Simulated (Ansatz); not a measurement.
Take the following structure.

```cif
data_structure
_symmetry_space_group_name_H-M 'P 1'
_symmetry_Int_Tables_number 1
_cell_length_a 3.4844
_cell_length_b 6.0346
_cell_length_c 4.1860
_cell_angle_alpha 90.000
_cell_angle_beta 91.432
_cell_angle_gamma 90.000
_cell_volume 87.99
loop_
_atom_site_label
_atom_site_type_symbol
_atom_site_fract_x
_atom_site_fract_y
_atom_site_fract_z
_atom_site_occupancy
Mg1 Mg 0.50000 0.83333 0.75000 1
Mg2 Mg 0.50000 0.16667 0.25000 1
O1 O 0.50000 0.83333 0.25000 1
O2 O 0.50000 0.16667 0.75000 1
Mg3 Mg 0.00000 0.33333 0.75000 1
Mg4 Mg 0.00000 0.66667 0.25000 1
O3 O 0.00000 0.33333 0.25000 1
O4 O 0.00000 0.66667 0.75000 1
```

Question: Say what kind of structure these coordinates give.

Answer: Chemical formula MgO. Space group C2/c (No. 15), lattice base-centred monoclinic. One cell contains 4 Mg, 4 O, 8 atoms in all. The coordination shell of Mg holds five O in a trigonal bipyramidal arrangement at 2.01 to 2.09 Å. The coordination shell of O holds five Mg in a trigonal bipyramidal arrangement at 2.01 to 2.09 Å. The bonds build a three-dimensional framework.

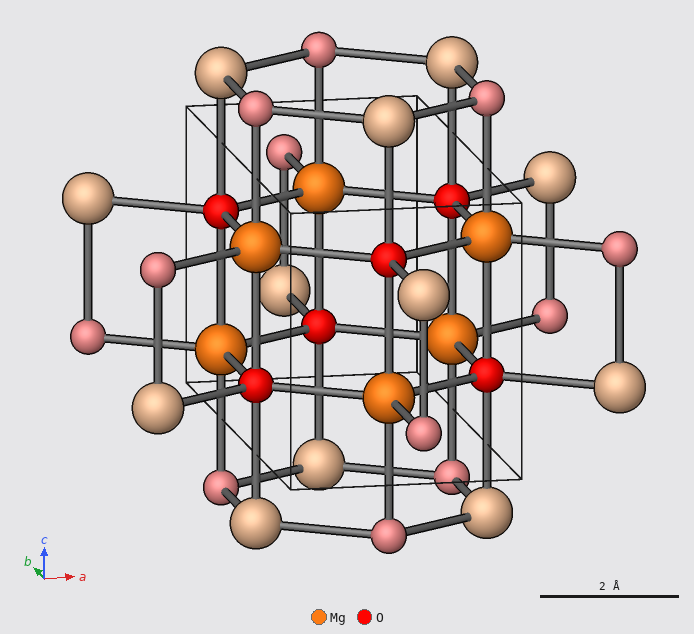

Ball-and-stick drawing of the structure, looking slightly off an axis. The wireframe shows the conventional unit cell. Bonds that leave the box are completed with the atoms at their other ends, in fainter colours. Colours: magnesium orange, oxygen red.

The model was built from a structure listed in the Materials Project. The cell was then strained or its atoms displaced on purpose. It was the input of a calculation with Ansatz.
